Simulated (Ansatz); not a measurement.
# Calculations on Pb

### Relaxation

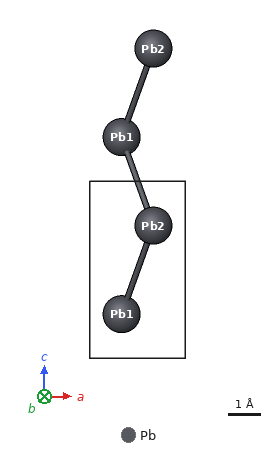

Starting structure of crystalline Pb (set up in P6_3/mmc). Style: ball-and-stick. Shown: the cell of the calculation, repeated 1 × 1 × 2 with one cell outlined, along the b axis.

These are results of DFT r2SCAN, scalar-relativistic, plane waves, PAW (Ansatz), not measurements.

The input:
```yaml
crystal:
  lattice:
    - [3.4800006906, 0.0, 0.0]
    - [-1.7400003453, 3.0137690032, 0.0]
    - [0.0, 0.0, 5.59]
  atoms:
    - { symbol: Pb, position: [0.3333333333, 0.6666666667, 0.25] }
    - { symbol: Pb, position: [0.6666666667, 0.3333333333, 0.75] }
basis:
  ecutwfc: 500
kpoints:
  mp_grid: { grid: [15, 15, 8] }
hamiltonian:
  xc: r2scan
scf:
  occupations: { method: gaussian, width: 0.1 }
output:
  forces: true
  stress: true
  eigenvalues: true
relax:
  adjacent_minimum: "off"
  f_tol: 0.005
  max_steps: 80
  cell: { stress_tol: 0.05 }
```

What does the optimiser find from here?

No atom moves by more than 0.005 Å relative to the cell. The drawn cell changes as follows: a = b 3.480 → 3.514 Å (+1.0 %), c 5.590 → 5.797 Å (+3.7 %); the volume changes by +5.7 %. Some distances before and after: Pb1–Pb2 3.442 → 3.538 Å, Pb1–Pb1 3.480 → 3.514 Å. The space group stays P6_3/mmc (No. 194). Over 3 accepted moves (4 points after the start) the energy falls by 17.9 meV per atom. All forces vanish by symmetry, so only the cell relaxes. The pressure goes from 2.95 to 0.01 GPa. At 1 point the geometry stayed and the basis and grid were re-selected for the new cell (energy shift of 0.1 meV per atom at most each time). The run took of the order of 30 core-seconds on a shared host.

The end point in the same view:

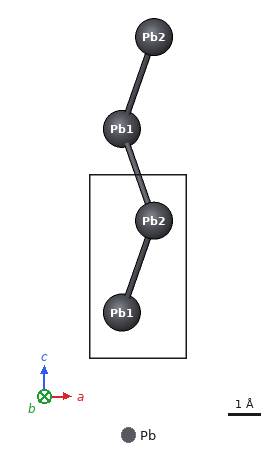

### Relaxation

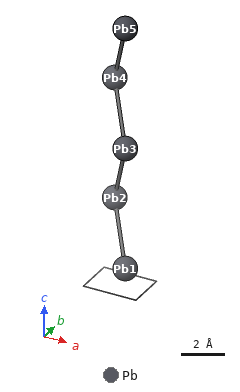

This is the input geometry for a relaxation of a slab of composition Pb (cut from the P6_3/mmc phase). The picture is a ball-and-stick view of the cell of the calculation, outlined in the plane, without the vacuum, seen slightly off an axis.

Case: (0 0 1) slab, atoms relaxed. The slab is the (0 0 1) face of Pb.

All numbers below come from DFT r2SCAN, scalar-relativistic, plane waves, PAW (Ansatz).

The input:
```yaml
crystal:
  lattice:
    - [3.5139206055, 0.0, 0.0]
    - [-1.7569603027, 3.0431445112, 0.0]
    - [0.0, 0.0, 26.5939884722]
  atoms:
    - { symbol: Pb, position: [0.6666666667, 0.3333333333, 0.2820186227] }
    - { symbol: Pb, position: [0.3333333333, 0.6666666667, 0.3910093113] }
    - { symbol: Pb, position: [0.6666666667, 0.3333333333, 0.5] }
    - { symbol: Pb, position: [0.3333333333, 0.6666666667, 0.6089906887] }
    - { symbol: Pb, position: [0.6666666667, 0.3333333333, 0.7179813773] }
basis:
  ecutwfc: 500
kpoints:
  mp_grid: { grid: [12, 12, 1] }
hamiltonian:
  xc: r2scan
scf:
  occupations: { method: gaussian, width: 0.1 }
output:
  forces: true
  eigenvalues: true
relax:
  adjacent_minimum: "off"
  f_tol: 0.02
  max_steps: 60
efield:
  axis: 3
  dipole_correction: true
```

Q: What does the optimiser find from here?

A: The largest moves relative to the layer's centre, 0.15 Å, are those of Pb1 and Pb5. Pb5 goes along the normal (−c). The cell doesn't change. Among the contacts that change: Pb1–Pb2 3.538 → 3.374 Å, Pb2–Pb3 3.538 → 3.578 Å. The energy falls by 51.6 meV per cell of the calculation in 3 geometry steps. Largest force component: 0.3 eV/Å at the start, 0.006 eV/Å at the end. The run took about 80 core-seconds on a shared host.

After the run, drawn alike:

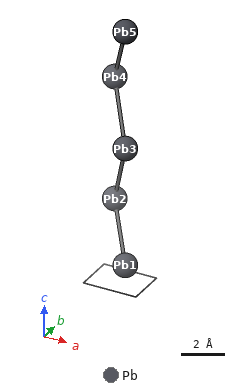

### A change

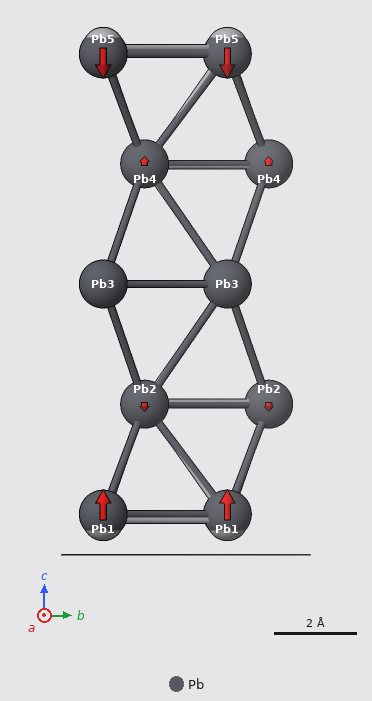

A (0 0 1) slab of Pb as cut from the relaxed bulk, drawn pale, and a changed version of it, drawn solid. The red arrows show how the atoms are displaced, magnified 5 times. Style: ball-and-stick. Shown: the 2 × 2 repeat of the cell, outlined in the plane, without the vacuum, along the a axis.

Theory: DFT r2SCAN, scalar-relativistic, plane waves, PAW in Ansatz 0.2.0. Settings: plane-wave cutoff 500 eV; occupations gaussian; smearing width 0.1 eV; no spin polarisation. The k-mesh is chosen for each cell (12×12×6, 12×12×1).

**What was done to the structure, and with what result?**

The atoms of the slab are relaxed at the bulk's in-plane cell. The surface energy (mean of the two faces) falls from 0.39 to 0.35 J/m². The top spacing, between the Pb and Pb planes, goes from 2.90 to 2.70 Å (−7.0 %), the bottom one (Pb to Pb) from 2.90 to 2.70 Å (−7.0 %). The work function of the top face goes from 3.76 to 3.62 eV. The cell stays as it was. The largest moves relative to the layer's centre, 0.15 Å, are those of Pb1 and Pb5. Pb5 goes along the normal (−c). Among the bonded contacts that change: Pb–Pb 3.538 → 3.374 to 3.578 Å.
